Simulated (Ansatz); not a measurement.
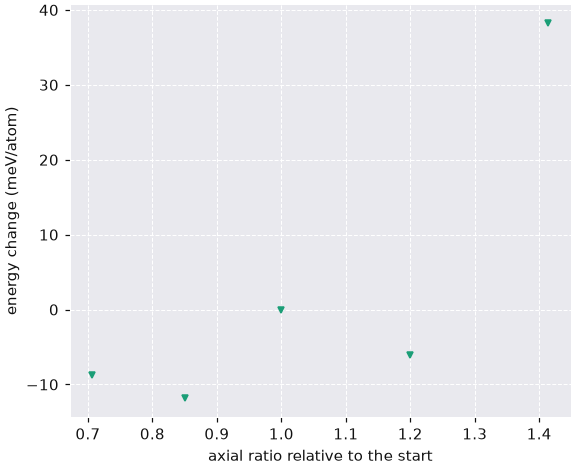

The plot gives the computed energy change against relative axial ratio for Si, space group Fm-3m (No. 225).

Starting cell:
```xyz
1
Lattice="0.0000 1.9108 1.9108 1.9108 0.0000 1.9108 1.9108 1.9108 0.0000" Properties=species:S:1:pos:R:3 pbc="T T T"
Si    0.0000    0.0000    0.0000
```

Method: deformation of a crystal at fixed volume, lengths along the axis scaled against those across it, fractional coordinates fixed, by plane-wave density functional theory with PAW datasets, free energies less that of the undisturbed cell, pressure positive in compression; scalar-relativistic (Ansatz 0.2.0). Level: PBEsol, no spin polarisation.

| setting | value |
| --- | --- |
| wave cutoff | 420 eV |
| k mesh | 24×24×24 |
| occupations | Gaussian |
| smearing width | 0.15 eV |
| k shift | (0, 0, 0) (mesh steps) |
| start | as given |
| path | tetragonal |
| axis direction | (0, 0, 1) (Cartesian unit vector) |

From this curve and the settings, what does the calculation give for the pressure at the same points?

The pressure goes from 2.373 GPa at relative axial ratio 0.707 to 8.277 GPa at 1.414, not monotonically, with a low of 0.739 GPa at 1.000.

| axial ratio relative to the start | pressure (GPa) |
| --- | --- |
| 0.707 | 2.373 |
| 0.850 | 1.271 |
| 1.000 | 0.739 |
| 1.200 | 2.332 |
| 1.414 | 8.277 |

Keep in mind: reference crystal is not relaxed.
